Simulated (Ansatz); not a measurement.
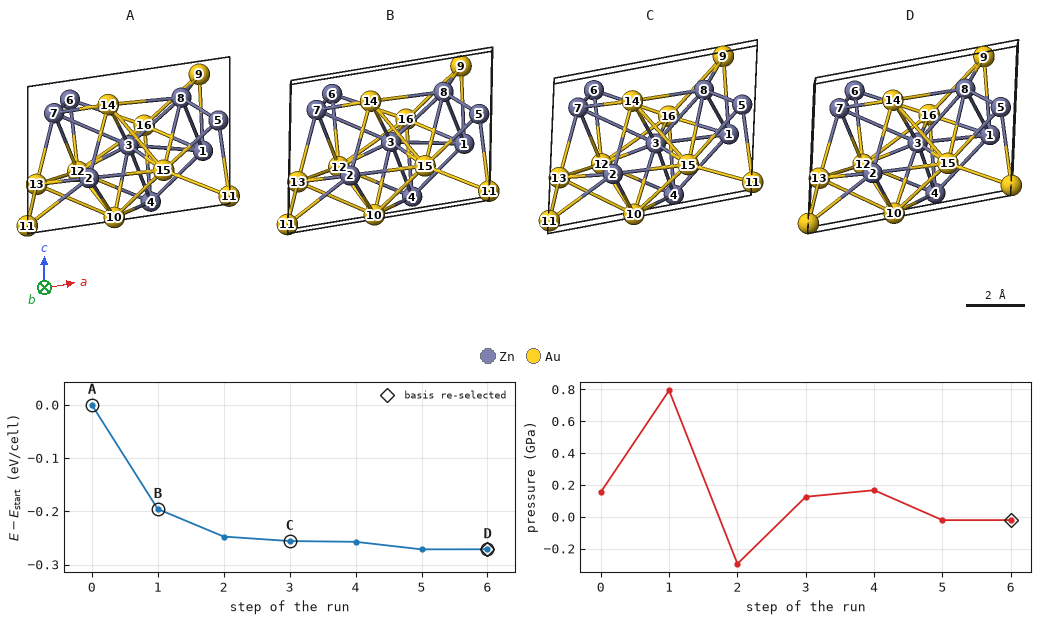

Frames of a relaxation of crystalline ZnAu (a generated structure, set up in P1) (coarse preliminary run), marked on the history of the run. The picture is a ball-and-stick view of the cell of the calculation (origin shifted), seen along the b axis.

Case: elements placed on the bcc lattice at random, relaxed further on a centred mesh.

All numbers below come from DFT PBE, scalar-relativistic, plane waves, PAW (Ansatz 0.2.0).

Input
```yaml
crystal:
  lattice:
    - [7.140366101, -0.2644241331, 0.4078632638]
    - [-0.2644241331, 7.2526968431, 0.6102695064]
    - [0.4078632638, 0.6102695064, 5.1911887778]
  atoms:
    - { symbol: Zn, position: [0.9578629067, 0.1092947015, 0.3444060737] }
    - { symbol: Zn, position: [0.3938224525, 0.5517049159, 0.2732946306] }
    - { symbol: Zn, position: [0.589847489, 0.9191701469, 0.4571092666] }
    - { symbol: Zn, position: [0.6995976694, 0.3206245331, 0.0508700092] }
    - { symbol: Zn, position: [0.0348260473, 0.4320764098, 0.5350773456] }
    - { symbol: Zn, position: [0.2990127792, 0.2148167082, 0.8261214381] }
    - { symbol: Zn, position: [0.2207208154, 0.8316240258, 0.7503090083] }
    - { symbol: Zn, position: [0.8511759692, 0.718788164, 0.7278325003] }
    - { symbol: Au, position: [0.9398465984, 0.0537391845, 0.8687658353] }
    - { symbol: Au, position: [0.5188539236, 0.9165076142, 0.9799344831] }
    - { symbol: Au, position: [0.0878232436, 0.4669658905, 0.0099632868] }
    - { symbol: Au, position: [0.3380525102, 0.1721259732, 0.3298480377] }
    - { symbol: Au, position: [0.1336588289, 0.8088708374, 0.2829777554] }
    - { symbol: Au, position: [0.4895144384, 0.569620054, 0.7535412139] }
    - { symbol: Au, position: [0.7633225445, 0.6445278863, 0.2518915688] }
    - { symbol: Au, position: [0.667360374, 0.2583473272, 0.5770122307] }
  symmetry: { detect: false }
basis:
  ecutwfc: 420
kpoints:
  mp_grid: { grid: [3, 3, 4] }
hamiltonian:
  xc: pbe
scf:
  occupations: { method: gaussian, width: 0.1 }
  lower_state_search: "off"
output:
  forces: true
  stress: true
  eigenvalues: true
relax:
  adjacent_minimum: "off"
  f_tol: 0.04
  max_steps: 25
  cell: { stress_tol: 0.3 }
```

Launched with:
```bash
ansatz run input.yaml --threads 4 --pin off --max-ram 9216MiB --backend cpu --events-out ev --progress --plain --runs-dir out
```

> Describe the path.

After 5 accepted moves (6 points after the start) the energy has fallen by 0.271 eV per cell of the calculation. Largest force component: 0.11 eV/Å at the start, 0.015 eV/Å at the end. Pressure: 0.16 GPa at the start and −0.02 GPa at the end. At 1 point the geometry stayed and the basis and grid were re-selected for the new cell (energy shift of 0.1 meV per cell of the calculation at most each time). The largest move relative to the cell is that of Zn3, 0.27 Å roughly along [1 1 −2]. By element the largest moves are Zn 0.27 Å, Au 0.18 Å. The volume changes by −0.3 %, with a 7.157 → 7.236 Å (+1.1 %), b 7.283 → 7.207 Å (−1.0 %), c 5.243 → 5.363 Å (+2.3 %), α 78.7° → 75.6°, β 82.5° → 78.0°, γ 93.9° → 92.4°. Among the contacts that change: Zn3–Au9 3.637 → 3.052 Å, Zn4–Zn5 3.304 → 2.916 Å, Au9–Au15 3.316 → 3.031 Å, Zn4–Au10 3.242 → 3.481 Å. The space group stays P1 (No. 1). Cost: 5.6 min on 4 threads of Arm Neoverse V1, with other jobs on the host, peak memory 1.4 GiB. From step 0 to 1: Zn5 moves most (0.07 Å), volume −1.0 %, energy −0.196 eV per cell of the calculation. From step 1 to 3: Zn3 moves most (0.20 Å), volume +0.6 %, energy −60.1 meV per cell of the calculation. From step 3 to 6: Au11 moves most (0.11 Å), energy −15.5 meV per cell of the calculation.
